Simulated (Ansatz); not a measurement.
**Al12H (slab): density, localisation and related maps**

Input file:

```
crystal:
  lattice:
    - [5.7135165838, 0.0, 0.0]
    - [-2.8567582919, 4.9480505065, 0.0]
    - [0.0, 0.0, 21.6013781936]
  atoms:
    - { symbol: Al, position: [0.3333333333, 0.1666666667, 0.1851733702] }
    - { symbol: Al, position: [0.3333333333, 0.6666666667, 0.1851733702] }
    - { symbol: Al, position: [0.8333333333, 0.1666666667, 0.1851733702] }
    - { symbol: Al, position: [0.8333333333, 0.6666666667, 0.1851733702] }
    - { symbol: Al, position: [0.1666666667, 0.3333333333, 0.2916813828] }
    - { symbol: Al, position: [0.1666666667, 0.8333333333, 0.2916813828] }
    - { symbol: Al, position: [0.6666666667, 0.3333333333, 0.2916813828] }
    - { symbol: Al, position: [0.6666666667, 0.8333333333, 0.2916813828] }
    - { symbol: Al, position: [0.0, 0.0, 0.398186547] }
    - { symbol: Al, position: [0.0, 0.5, 0.398186547] }
    - { symbol: Al, position: [0.5, 0.0, 0.398186547] }
    - { symbol: Al, position: [0.5, 0.5, 0.398186547] }
    - { symbol: H, position: [0.0, 0.0, 0.5171604373], spin: 1.0 }
basis:
  ecutwfc: 420
kpoints:
  mp_grid: { grid: [6, 6, 1] }
hamiltonian:
  xc: pbe
  pseudopotentials: { kind: paw, azcp: { folder: soft_1 } }
scf:
  occupations: { method: gaussian, width: 0.1 }
output:
  forces: true
  eigenvalues: true
  populations: true
  write_density: true
  write_potential: true
  elf: true
  volumetric_format: npy
magnetization:
  spin_polarized: true
efield:
  axis: 3
  dipole_correction: true
  ramp_width: 0.04
```

Run with:

```sh
ansatz run input.yaml --threads 4 --pin off --max-ram 12288MiB --backend cpu --events-out ev --progress --plain --runs-dir out
```

A point of a scan over the structure, not its minimum; not relaxed (largest force 1.5 eV/Å); PAW files of the earlier set (soft_1); spin-polarised.

Theory: DFT PBE, scalar-relativistic, plane waves, PAW (Ansatz 0.2.0).

Core electrons are frozen (PAW), and the valence fields are smoothed inside the atomic spheres.

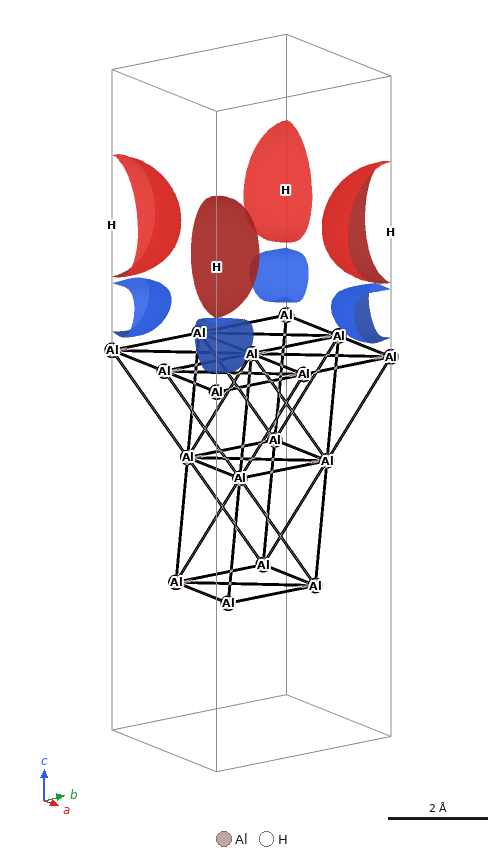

Figure 1. Isosurfaces of the spin density (up minus down) at +0.005 (red) and −0.005 e/Å³ (blue), seen slightly off an axis. Sticks mark near contacts.

### Describe the spin distribution.

The spin density sits on H: +0.3 μB in one cell of 13 atoms: a single local moment. The cell of the calculation (13 atoms) carries 0.3 μB of net spin moment.

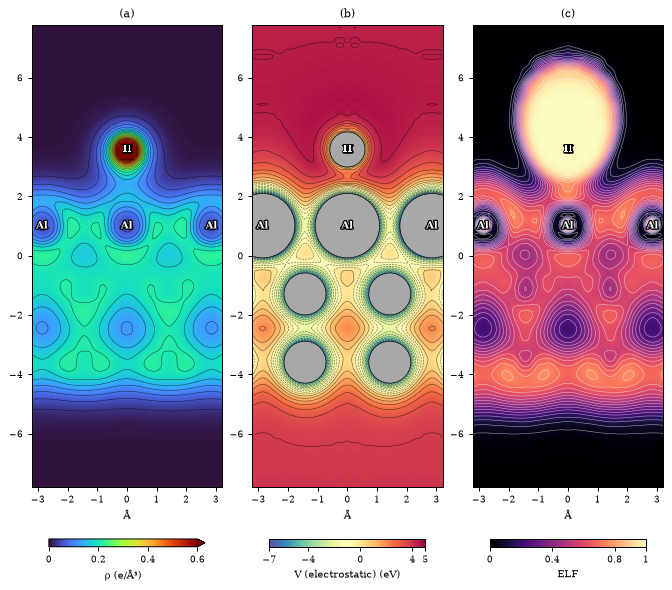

Figure 2. (a) valence pseudo-density; (b) electrostatic potential (local pseudopotential plus Hartree) felt by an electron; (c) electron localisation function on the (11̄0) plane of the calculation cell, a cut from vacuum to vacuum. Grey discs cover the atomic cores in the potential map.

### Interpret the plot.

The section cuts through Al and H sites. Atoms just off the plane (Al, 0.8 Å away) can leave unmarked features too. Al–H (2.57 Å): ρ is about 0.14 e/Å³ halfway; the ELF climbs to about 1 towards the hydrogen. Al–Al (2.86 Å): the density is about 0.2 e/Å³ at the midpoint; the ELF peaks at about 0.70 between the atoms. The density dies away to nearly zero in the vacuum.

### Does the calculation make it a metal, or give it a gap?

It is gapless in this calculation (a metal or semimetal).
